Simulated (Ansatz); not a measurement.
# Run report: CaF2, single-point calculation

- system: CaF2 (3 atoms in the cell)
- method: DFT, PBEsol, all-electron LAPW, no spin polarisation (Ansatz 0.2.0)

Figures and captions count atoms from 1; the log counts them from 0 in places.

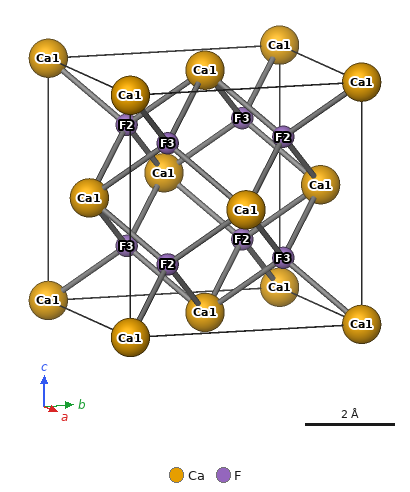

The structure as given in the input (ball-and-stick view of the cell 4 times as large as that of the calculation, set on its symmetry axes, seen slightly off an axis; atoms are numbered from 1 in the order of the input). Near neighbours in the crystal (not all of them lie inside the picture): Ca has 8 F at 2.39 Å; F has 4 Ca at 2.39 Å.

**Input file**
```yaml
crystal:
  lattice:
    - [0.0, 2.7580259682, 2.7580259682]
    - [2.7580259682, 0.0, 2.7580259682]
    - [2.7580259682, 2.7580259682, 0.0]
  atoms:
    - { symbol: Ca, position: [0.0, 0.0, 0.0] }
    - { symbol: F, position: [0.75, 0.75, 0.75] }
    - { symbol: F, position: [0.25, 0.25, 0.25] }
kpoints:
  mp_grid: { grid: [9, 9, 9] }
  band_path:
    path:
      - [0.0, 0.0, 0.0]
      - [0.5, 0.0, 0.5]
      - [0.625, 0.25, 0.625]
      - [0.375, 0.375, 0.75]
      - [0.0, 0.0, 0.0]
      - [0.5, 0.5, 0.5]
      - [0.5, 0.25, 0.75]
      - [0.5, 0.0, 0.5]
    npoints: 14
scf:
  occupations: { method: fermi_dirac, width: 0.03 }
  convergence: { dr2_threshold: 1.0e-11 }
  n_extra_bands: 4
hamiltonian:
  xc: pbesol
  pseudopotentials: { kind: all_electron, lapw: { basis_error: 0.001 } }
output:
  forces: true
  stress: true
  eigenvalues: true
  populations: true
```

Launch command:
```bash
ansatz run input.yaml --threads 1 --pin off --max-ram 3072MiB --backend cpu --events-out ev --progress --plain --runs-dir out
```

**What the program printed**
```
Ca: projections on atomic orbitals take those of the free atom 1s2 2s2 2p6 3s2 3p6 4s2, of charge +0.00 (hamiltonian.pseudopotentials.projection_atoms)
F: projections on atomic orbitals take those of the free atom 1s2 2s2 2p5, of charge +0.00 (hamiltonian.pseudopotentials.projection_atoms)
LAPW: plane waves up to 8.192 Å⁻¹, error target 1.0e-3 eV per atom; small_component_spin mean_spin; F in spheres of 1.168 Å, 7 of its electrons in bands, Dirac shells []; Ca in spheres of 1.221 Å, 18 of its electrons in bands, Dirac shells [] (how accurate: hamiltonian.pseudopotentials.lapw.basis_error, Limitations)
scf.n_extra_bands = 4 over 16 filled bands (N_el = 32.0): the run solves 20 bands
Engine: ansatz 0.2.0, aarch64-unknown-linux-gnu
Pseudopotentials: kind: all_electron
Pseudopotential: Ca, LAPW, valence charge 18, lapw/all_electron/scalar/gaussian/Ca, Koelling and Harmon's equation, gaussian nucleus
Pseudopotential: F, LAPW, valence charge 7, lapw/all_electron/scalar/gaussian/F, Koelling and Harmon's equation, gaussian nucleus
Functional definition: PBEsol
  exchange = pbesol_x
  correlation = pbesol_c
Crystal: 3 atoms, lattice volume = 41.959 Å³
Basis set: ecut = 255.65716988413413 eV, 387 PW (Γ), exchange–correlation at level 2
Bands: 20, of which v1, the nominal top of the filled ones, is band 16 counted from 1 (15 counted from 0)
Symmetry: 48 space group operations
Space group: Fm-3m (ITA 225), of the structure as read, at distance tolerance 3.5e-5 Å
k-points: 35 of 729
Non-local potential: Ca, projectors of the file, none
Non-local potential: F, projectors of the file, none
Initial density: superposition of atomic densities (chi_scale 0.1, normalization cell, long waves kept (reshape's long-wave potential 0.00 eV rms))
Initial wavefunctions: plane waves of lowest kinetic energy (no species holds an atomic orbital)
Functional: x = pbesol(κ = 0.804, μ = 0.12345679012345678), c = pbesol(β = 0.046)
iter 1 solved again at ethr=3.23e-3 eV; its pass at ethr=1.00e-1 eV (dr2=1.03e0 eV) is discarded
SCF iter   1: F=—  HF=-23920.470714 eV  |F-HF|=—  |Δ(HF+E_count)|=         —  Δρ=4.49e-2  dr2=1.03e0  ethr=3.23e-3  ⟨swp⟩=2.0  Hψ=4505  notcnv=0
preconditioner: auto → none  [insulator: Δε(μ)=8.547 eV  Ē_g=19.431 eV  σ=0.030 eV  W_gap=1.00  n_scr=14 (ndim 8)  ℏωp=26.9 eV  f_vac=0.000  D(μ)=0.00/eV (n_scr^D=0)  ε∞_Penn≈2.9]
iter 2 solved again at ethr=1.45e-4 eV; its pass at ethr=3.23e-3 eV (dr2=4.66e-2 eV) is discarded
SCF iter   2: F=—  HF=-23919.570965 eV  |F-HF|=—  |Δ(HF+E_count)|=   9.00e-1  Δρ=8.40e-3  dr2=4.66e-2  ethr=1.45e-4  ⟨swp⟩=2.0  Hψ=3979  notcnv=0
SCF iter   3: F=—  HF=-23919.325115 eV  |F-HF|=—  |Δ(HF+E_count)|=   2.46e-1  Δρ=9.99e-3  dr2=5.59e-2  ethr=1.45e-4  ⟨swp⟩=3.0  Hψ=2591  notcnv=0
SCF iter   4: F=—  HF=-23919.337998 eV  |F-HF|=—  |Δ(HF+E_count)|=   1.29e-2  Δρ=9.25e-4  dr2=6.12e-4  ethr=1.45e-4  ⟨swp⟩=3.0  Hψ=2308  notcnv=0
SCF iter   5: F=—  HF=-23919.338560 eV  |F-HF|=—  |Δ(HF+E_count)|=   5.62e-4  Δρ=2.91e-4  dr2=6.12e-5  ethr=1.91e-6  ⟨swp⟩=2.9  Hψ=2270  notcnv=0
SCF iter   6: F=—  HF=-23919.338622 eV  |F-HF|=—  |Δ(HF+E_count)|=   6.18e-5  Δρ=1.04e-4  dr2=6.69e-6  ethr=1.91e-7  ⟨swp⟩=3.0  Hψ=2342  notcnv=0
SCF iter   7: F=—  HF=-23919.338636 eV  |F-HF|=—  |Δ(HF+E_count)|=   1.39e-5  Δρ=2.86e-5  dr2=4.96e-7  ethr=2.09e-8  ⟨swp⟩=2.0  Hψ=2135  notcnv=0
SCF iter   8: F=—  HF=-23919.338635 eV  |F-HF|=—  |Δ(HF+E_count)|=   4.40e-7  Δρ=2.95e-6  dr2=5.17e-9  ethr=1.55e-9  ⟨swp⟩=2.0  Hψ=2135  notcnv=0
SCF iter   9: F=—  HF=-23919.338635 eV  |F-HF|=—  |Δ(HF+E_count)|=   3.62e-9  Δρ=1.40e-7  dr2=1.13e-11  ethr=1.61e-11  ⟨swp⟩=2.9  Hψ=2186  notcnv=0
SCF iter  10: F=-23919.338635 eV  HF=-23919.338635 eV  |F-HF|=1.09e-11  |Δ(HF+E_count)|=  4.37e-11  Δρ=6.87e-9  dr2=2.31e-14  ethr=5.41e-12 (applied; sched 1.00e-12)  ⟨swp⟩=2.0  Hψ=2135  notcnv=0
SCF 1 converged in 10 iterations: F = -23919.338635 eV  dr2 = 2.31e-14
```

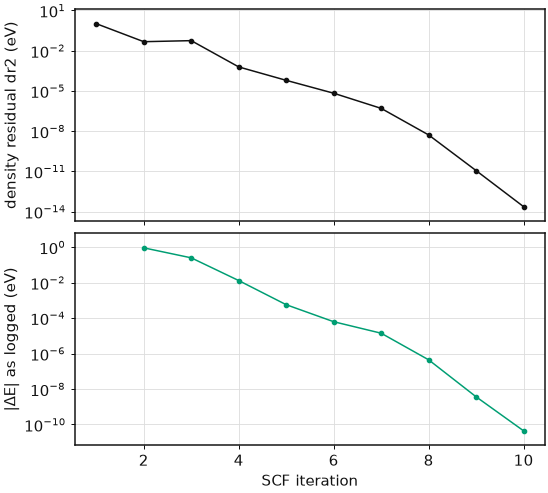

Convergence of the self-consistent field: density residual dr2 and size of the energy change against the SCF iteration. The residual falls almost steadily, with no more than small rises.

```
NSCF: frozen V_eff on 99 k-points
SCF converged after 10 iterations
Free energy (F): -23919.338635 eV
Harris-Foulkes:  -23919.338635 eV  (|F-HF|=1.09e-11)
Internal energy: -23919.338635 eV  (E = F + TS)
E sigma→0 (E₀):  -23919.338635 eV
Fermi energy:    6.741840 eV
--- Per-component energies (eV) ---
  E_band       = -2905.865826
  E_kinetic    = 24050.487427
  E_xc         = -1512.605994
  E_electrostatic = -46457.220068  (all electrons and nuclei)
  E_smearing   = -0.000000  (= −TS)
  E_closure    = 0.000000  (closes the sum)
  E_atoms      = -23901.477175  (free atoms, spherical and without spin; not in F)
  Σ components = -23919.338635   (vs F -23919.338635, Δ=0.00e0)
  Basis errors (estimates in eV, not in F): energy 4.1e-4 per atom: plane waves 3.8e-4 (2.1e-4 summed), levels above the bands 2.6e-104, relativity 3.4e-8, radial functions 2.4e-5, core shells 5.1e-9; eigenvalues (radial functions only) 3.5e-6; not estimated: angular momenta, meshes, grids; target (lapw.basis_error) 1.0e-3; muffin-tin radii F 1.168 Å, Ca 1.221 Å
--- Forces (eV/Å), atoms counted from 1 ---
  atom   1  Ca    -0.00000000     0.00000000     0.00000000
  atom   2  F     -0.00000000    -0.00000000     0.00000000
  atom   3  F     -0.00000000     0.00000000     0.00000000
  max |Σ_I F_I| component: 1.39e-17 eV/Å
--- Stress (GPa, compression-positive) ---
       -4.031141       0.000000       0.000000
        0.000000      -4.031141       0.000000
        0.000000       0.000000      -4.031141
  P = ⅓ Tr σ = -4.0311 GPa (-40.311 kbar)
--- Band table (eV; the first three rows and the last of 35) ---
  k-point 0: bands = ["-399.2603", "-319.9584", "-319.9584", "-319.9584", "-32.7261", "-16.5070", "-15.7655", "-13.7465", "-13.7465", "-13.7465", "1.1907", "1.1907", "1.1907", "2.9847", "2.9847", "2.9847", "10.1755", "12.2534", "12.2534", "14.2323"]
  k-point 1: bands = ["-399.2603", "-319.9584", "-319.9584", "-319.9584", "-32.7227", "-16.5387", "-15.7948", "-13.7510", "-13.7510", "-13.6931", "1.2446", "1.2446", "1.2869", "2.8401", "2.9291", "2.9291", "10.4942", "12.2779", "12.2779", "14.1139"]
  k-point 2: bands = ["-399.2603", "-319.9584", "-319.9584", "-319.9584", "-32.7140", "-16.5990", "-15.8913", "-13.7623", "-13.7623", "-13.5532", "1.3905", "1.3905", "1.5269", "2.5164", "2.7821", "2.7821", "11.2664", "12.3401", "12.3401", "13.8886"]
  k-point 34: bands = ["-399.2603", "-319.9584", "-319.9584", "-319.9584", "-32.6877", "-16.5601", "-16.4122", "-13.8385", "-13.4898", "-13.3656", "1.0271", "1.1942", "2.0936", "2.3182", "2.9575", "3.1047", "11.5180", "12.8072", "12.9052", "13.0566"]
--- Löwdin populations: 3 sites ---
  site symbol       q [e]
     0     Ca     18.2739
     1      F      9.7583
     2      F      9.7583
  spilling = 0.005515 (of n_electrons = 38.000000)
```

**File populations.tsv**
```
# site	symbol	l	j	q
# orbitals = lowdin
# n_electrons = 38.000000
# spilling = 0.005515
# projection_atom_Ca: 1s2 2s2 2p6 3s2 3p6 4s2
# projection_atom_F: 1s2 2s2 2p5
0	Ca	0_1S	-	1.999992
0	Ca	0_2S	-	1.999521
0	Ca	0_3S	-	1.984933
0	Ca	0_4S	-	0.296512
0	Ca	1_2P	-	5.999984
0	Ca	1_3P	-	5.992914
1	F	0_1S	-	1.999526
1	F	0_2S	-	1.933247
1	F	1_2P	-	5.825511
2	F	0_1S	-	1.999526
2	F	0_2S	-	1.933247
2	F	1_2P	-	5.825511
```

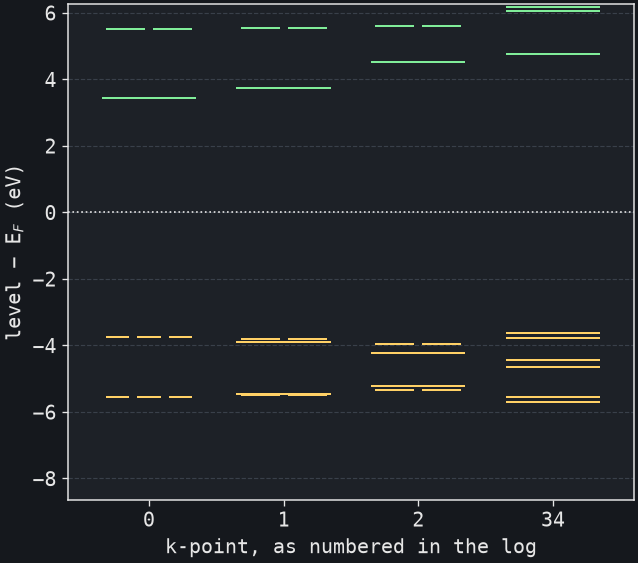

Kohn–Sham levels near the Fermi level (dotted) at the few k-points that the log prints; levels within 0.02 eV of each other stand side by side. Among these points the highest filled and lowest empty levels are 7.07 eV apart; the gap on the full mesh, 6.96 eV, has an edge at a point that isn't printed.

**Summary**

```tsv
quantity	value
outcome	converged
space group (tolerance 0.01 Å)	Fm-3m (225)
electrons in bands (core shells apart)	32
free energy	−23919.3386 eV
Fermi energy	6.742 eV
gap on the k-point mesh	6.96 eV
pressure	−4.03 GPa
largest force (length of the vector)	under 0.001 eV/Å
hardware	1 thread of Arm Neoverse V1, 24 GiB of memory available, shared host
wall time	17 s
peak memory	0.3 GiB
```

**Remarks**

Settings chosen away from the usual ones: scf.convergence.dr2_threshold = 1e-11, scf.n_extra_bands = 4.
